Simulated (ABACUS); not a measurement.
# Band-structure run, with input and output: FeO (part 1 of 2)

- system: FeO (Fm-3m, 2 atoms in the cell)
- method: Kohn-Sham DFT of a periodic cell, r2SCAN, SG15 ONCV 1.2 PBE, spin-polarised (ABACUS 3.10.1)

The structure derives from an entry of the Crystallography Open Database. It belongs to a series of runs on one base structure; here: bands on the converged density.

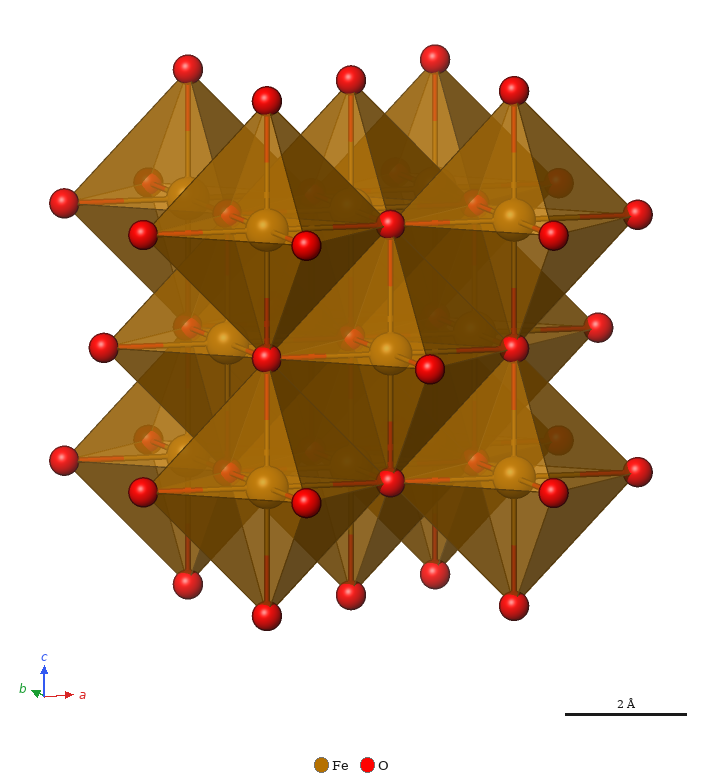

Figure 1. The structure as given in the input (polyhedral view of the cell 4 times as large as that of the calculation, set on its symmetry axes, seen slightly off an axis; polyhedra are completed across the faces of the cell). An atom can appear more than once, as a periodic image.

## Input file
```
INPUT_PARAMETERS
suffix              FeO
calculation         nscf
basis_type          pw
pseudo_dir          ./
symmetry            -1
dft_functional      MGGA_X_R2SCAN+MGGA_C_R2SCAN
ecutwfc             104.0
pseudo_rcut         7
nspin               2
nbands              23
ks_solver           dav
smearing_method     fd
smearing_sigma      0.00367493
scf_thr             1e-08
scf_nmax            100
mixing_type         broyden
mixing_beta         0.4
mixing_tau          1
init_chg            file
pw_diag_thr         1e-07
out_band            1
kpar                4
```

## File STRU
```
ATOMIC_SPECIES
Fe 55.8450 Fe_ONCV_PBE-1.2.upf
O 15.9990 O_ONCV_PBE-1.2.upf

LATTICE_CONSTANT
1.8897261246

LATTICE_VECTORS
0.0000000000 2.1554000000 2.1554000000
2.1554000000 0.0000000000 2.1554000000
2.1554000000 2.1554000000 0.0000000000

ATOMIC_POSITIONS
Direct

Fe
0.0
1
0.0000000000 0.0000000000 0.0000000000 1 1 1 mag 3

O
0.0
1
0.5000000000 0.5000000000 0.5000000000 1 1 1 mag 0
```

## File KPT
```
K_POINTS
12
Line
0.00000000 0.00000000 0.00000000 10 // G
0.50000000 0.00000000 0.50000000 10 // X
0.50000000 0.25000000 0.75000000 10 // W
0.37500000 0.37500000 0.75000000 10 // K
0.00000000 0.00000000 0.00000000 10 // G
0.50000000 0.50000000 0.50000000 10 // L
0.62500000 0.25000000 0.62500000 10 // U
0.50000000 0.25000000 0.75000000 10 // W
0.50000000 0.50000000 0.50000000 10 // L
0.37500000 0.37500000 0.75000000 1 // K
0.62500000 0.25000000 0.62500000 10 // U
0.50000000 0.00000000 0.50000000 1 // X
```

Run on 4 threads of AMD EPYC (Zen 5), 32 GiB of memory available, shared host.

Launch command:
```bash
OMP_NUM_THREADS=1 mpirun -np 4 abacus > log
```

## The program's output
```
ABACUS v3.10.1

               Atomic-orbital Based Ab-initio Computation at UStc

 ------------------------------------------------------------------------------------

 READING GENERAL INFORMATION
                           global_out_dir = OUT.FeO/
                           global_in_card = INPUT
                               pseudo_dir = ./
                              orbital_dir =
                                    DSIZE = 4
                                    GSIZE = 1

 READING UNITCELL INFORMATION
                                    ntype = 2
                  lattice constant (Bohr) = 1.88973
              lattice constant (Angstrom) = 1

 READING ATOM TYPE 1
                               atom label = Fe
                      L=0, number of zeta = 1
                      L=1, number of zeta = 1
                      L=2, number of zeta = 1
             number of atom for this type = 1
               magnetization of element 1 = 3

 READING ATOM TYPE 2
                               atom label = O
                      L=0, number of zeta = 1
                      L=1, number of zeta = 1
                      L=2, number of zeta = 1
             number of atom for this type = 1
               magnetization of element 2 = 0

                        TOTAL ATOM NUMBER = 2
DIRECT COORDINATES
    atom                   x                   y                   z     mag                  vx                  vy                  vz
taud_Fe1            0.0000000000        0.0000000000        0.0000000000  3.0000        0.0000000000        0.0000000000        0.0000000000
taud_O1            0.5000000000        0.5000000000        0.5000000000  0.0000        0.0000000000        0.0000000000        0.0000000000

                          Volume (Bohr^3) = 135.148
                             Volume (A^3) = 20.0269

 Lattice vectors: (Cartesian coordinate: in unit of a_0)
                   +0             +2.1554             +2.1554
              +2.1554                  +0             +2.1554
              +2.1554             +2.1554                  +0
 Reciprocal vectors: (Cartesian coordinate: in unit of 2 pi/a_0)
            -0.231976           +0.231976           +0.231976
            +0.231976           -0.231976           +0.231976
            +0.231976           +0.231976           -0.231976
 The esolver type has been set to : ksdft_pw

                PAO radial cut off (Bohr) = 7

 Read in pseudopotential file is Fe_ONCV_PBE-1.2.upf
                     pseudopotential type = NC
          exchange-correlation functional = PBE
                 nonlocal core correction = 0
                        valence electrons = 16
                                     lmax = 2
                           number of zeta = 0
                     number of projectors = 6
                           L of projector = 0
                           L of projector = 0
                           L of projector = 1
                           L of projector = 1
                           L of projector = 2
                           L of projector = 2
 XC functional updated to : MGGA_X_R2SCAN+MGGA_C_R2SCAN
          exchange-correlation functional = MGGA_X_R2SCAN+MGGA_C_R2SCAN
                PAO radial cut off (Bohr) = 7

 Read in pseudopotential file is O_ONCV_PBE-1.2.upf
                     pseudopotential type = NC
          exchange-correlation functional = PBE
                 nonlocal core correction = 0
                        valence electrons = 6
                                     lmax = 1
                           number of zeta = 0
                     number of projectors = 4
                           L of projector = 0
                           L of projector = 0
                           L of projector = 1
                           L of projector = 1
 XC functional updated to : MGGA_X_R2SCAN+MGGA_C_R2SCAN
          exchange-correlation functional = MGGA_X_R2SCAN+MGGA_C_R2SCAN
     initial pseudo atomic orbital number = 0
 The readin total magnetization is 3

 SETUP THE ELECTRONS NUMBER
            electron number of element Fe = 16
      total electron number of element Fe = 16
             electron number of element O = 6
       total electron number of element O = 6
            AUTOSET number of electrons:  = 22
                           occupied bands = 11
                                   NBANDS = 23
                                   NLOCAL = 18

%%%%%%%%%%%%%%%%%%%%%%%%%%%%%%%%%%%%%%%%%%%%%%%%%%%%%%%%%%%%%%%%%%%%%%%%%%%%%%%%%%%%%%%%%%%%%%%%%%%%%%%%%%
 Warning: the number of valence electrons in pseudopotential > 8 for Fe: [Ar] 3d6 4s2
 Pseudopotentials with additional electrons can yield (more) accurate outcomes, but may be less efficient.
 If you're confident that your chosen pseudopotential is appropriate, you can safely ignore this warning.
%%%%%%%%%%%%%%%%%%%%%%%%%%%%%%%%%%%%%%%%%%%%%%%%%%%%%%%%%%%%%%%%%%%%%%%%%%%%%%%%%%%%%%%%%%%%%%%%%%%%%%%%%%

 SETUP THE PLANE WAVE BASIS
 energy cutoff for charge/potential (unit:Ry) = 416
            fft grid for charge/potential = [ 40, 40, 40 ]
                        fft grid division = [ 1, 1, 1 ]
        big fft grid for charge/potential = [ 40, 40, 40 ]
                                     nbxx = 64000
                                     nrxx = 64000

 SETUP PLANE WAVES FOR CHARGE/POTENTIAL
                    number of plane waves = 19579
                         number of sticks = 955

 PARALLEL PW FOR CHARGE/POTENTIAL
     PROC   COLUMNS(POT)             PW
        1            955          19579
 --------------- sum -------------------
        1            955          19579
                            number of |g| = 236
                                  max |g| = 37.615
                                  min |g| = 0

----------- Double Check Mixing Parameters Begin ------------
mixing_type: broyden
mixing_beta: 0.4
mixing_gg0: 1
mixing_gg0_min: 0.1
mixing_beta_mag: 1.6
mixing_gg0_mag: 0
mixing_ndim: 8
----------- Double Check Mixing Parameters End ------------

 SETUP K-POINTS
                                    nspin = 2
                                   nkstot = 102
K-POINTS DIRECT COORDINATES
 KPOINTS    DIRECT_X    DIRECT_Y    DIRECT_Z  WEIGHT
       1  0.00000000  0.00000000  0.00000000  1.0000
       2  0.05000000  0.00000000  0.05000000  1.0000
       3  0.10000000  0.00000000  0.10000000  1.0000
       4  0.15000000  0.00000000  0.15000000  1.0000
       5  0.20000000  0.00000000  0.20000000  1.0000
       6  0.25000000  0.00000000  0.25000000  1.0000
       7  0.30000000  0.00000000  0.30000000  1.0000
       8  0.35000000  0.00000000  0.35000000  1.0000
       9  0.40000000  0.00000000  0.40000000  1.0000
      10  0.45000000  0.00000000  0.45000000  1.0000
      11  0.50000000  0.00000000  0.50000000  1.0000
      12  0.50000000  0.02500000  0.52500000  1.0000
      13  0.50000000  0.05000000  0.55000000  1.0000
      14  0.50000000  0.07500000  0.57500000  1.0000
      15  0.50000000  0.10000000  0.60000000  1.0000
      16  0.50000000  0.12500000  0.62500000  1.0000
      17  0.50000000  0.15000000  0.65000000  1.0000
      18  0.50000000  0.17500000  0.67500000  1.0000
      19  0.50000000  0.20000000  0.70000000  1.0000
      20  0.50000000  0.22500000  0.72500000  1.0000
      21  0.50000000  0.25000000  0.75000000  1.0000
      22  0.48750000  0.26250000  0.75000000  1.0000
      23  0.47500000  0.27500000  0.75000000  1.0000
      24  0.46250000  0.28750000  0.75000000  1.0000
      25  0.45000000  0.30000000  0.75000000  1.0000
      26  0.43750000  0.31250000  0.75000000  1.0000
      27  0.42500000  0.32500000  0.75000000  1.0000
      28  0.41250000  0.33750000  0.75000000  1.0000
      29  0.40000000  0.35000000  0.75000000  1.0000
      30  0.38750000  0.36250000  0.75000000  1.0000
[... 72 further k points ...]

           k-point number in this process = 26
       minimum distributed K point number = 25
                             nks(nspin=2) = 52
                          nkstot(nspin=2) = 204

[... K-POINTS CARTESIAN COORDINATES: 52 rows ...]

[... K-POINTS DIRECT COORDINATES: 52 rows ...]

 SETUP PLANE WAVES FOR WAVE FUNCTIONS
     energy cutoff for wavefunc (unit:Ry) = 104
              fft grid for wave functions = [ 40, 40, 40 ]
                    number of plane waves = 3119
                         number of sticks = 283

 PARALLEL PW FOR WAVE FUNCTIONS
     PROC   COLUMNS(POT)             PW
        1            283           3119
 --------------- sum -------------------
        1            283           3119

 SETUP NONLOCAL PSEUDOPOTENTIALS IN PLANE WAVE BASIS
 Fe non-local projectors:
 projector 1 L=0
 projector 2 L=0
 projector 3 L=1
 projector 4 L=1
 projector 5 L=2
 projector 6 L=2
 O non-local projectors:
 projector 1 L=0
 projector 2 L=0
 projector 3 L=1
 projector 4 L=1
      TOTAL NUMBER OF NONLOCAL PROJECTORS = 26

 Init Non-Local PseudoPotential table :
 Init Non-Local-Pseudopotential done.

                                     npwx = 2450

 -------------------------------------------
 NONSELF-CONSISTENT
 -------------------------------------------
                                 init_chg = file
 try to read charge from file
 Read in the charge density: OUT.FeO//FeO-CHARGE-DENSITY.restart
 try to read kinetic energy density from file
 Read in the kinetic energy density: OUT.FeO//FeO-TAU-DENSITY.restart
```
